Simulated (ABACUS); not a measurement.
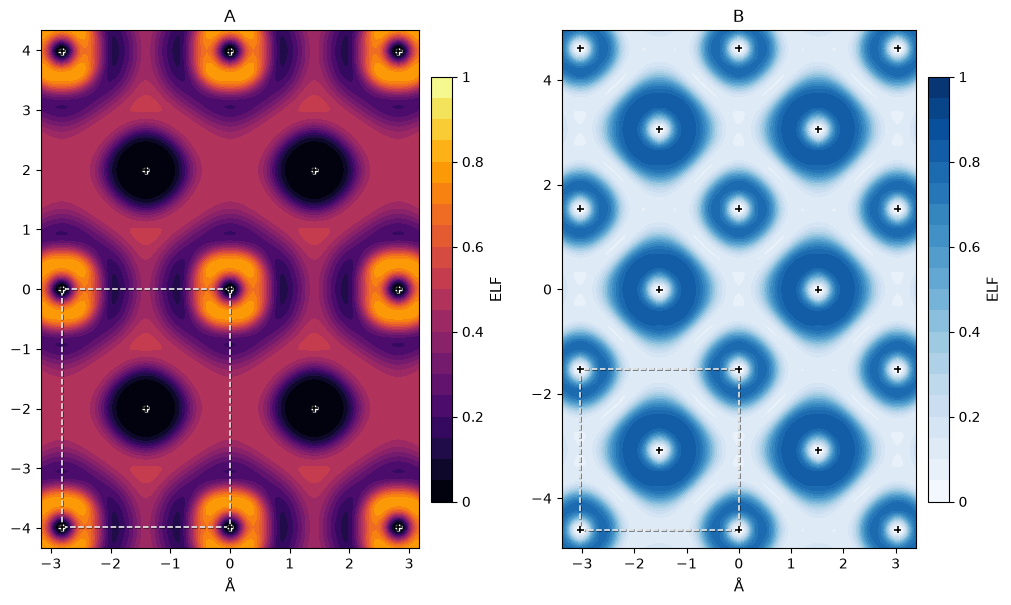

The electron localisation function of 2 systems, each on a plane through atoms (crosses mark nuclei in the plane).

These are results of Kohn-Sham DFT of a periodic cell, PBEsol, PseudoDojo NC SR 0.4.1 PBEsol standard in ABACUS 3.10.1, not measurements.

System 1: FeO, the (100) plane of the conventional cell. Space group Cm; changed on purpose from its base cell (atoms moved at random by about 0.05 A); computed pressure about −9 GPa in this cell; spin-polarised.

```cif
data_structure
_symmetry_space_group_name_H-M 'P 1'
_symmetry_Int_Tables_number 1
_cell_length_a 5.2613
_cell_length_b 3.0376
_cell_length_c 3.0699
_cell_angle_alpha 90.000
_cell_angle_beta 124.840
_cell_angle_gamma 90.000
_cell_volume 40.27
loop_
_atom_site_label
_atom_site_type_symbol
_atom_site_fract_x
_atom_site_fract_y
_atom_site_fract_z
_atom_site_occupancy
Fe1 Fe 0.00349 0.00000 0.00602 1
Fe2 Fe 0.50349 0.50000 0.00602 1
O1 O 0.98239 0.49935 0.48186 1
O2 O 0.48239 0.99935 0.48186 1
```

System 2: AlCo, the (011) plane of the conventional cell. Space group Pm-3m; a structure from a database of computed crystals, not necessarily the ambient phase; spin-polarised, but the moments vanished.

```
CELL_PARAMETERS angstrom
2.81940 0.00000 0.00000
0.00000 2.81940 0.00000
0.00000 0.00000 2.81940
ATOMIC_POSITIONS crystal
Co 0.50000 0.50000 0.50000
Al 0.00000 0.00000 0.00000
```

Match each panel to its system.

Answer. Panel A is system 2, AlCo: the plane holds Co and Al. Al–Co (2.44 Å): the ELF is about 0.40 at the midpoint. Panel B is system 1, FeO: the plane holds Fe and O. Fe–O (2.17 Å): the ELF is about 0.15 at the midpoint: no localised pair shows between them.
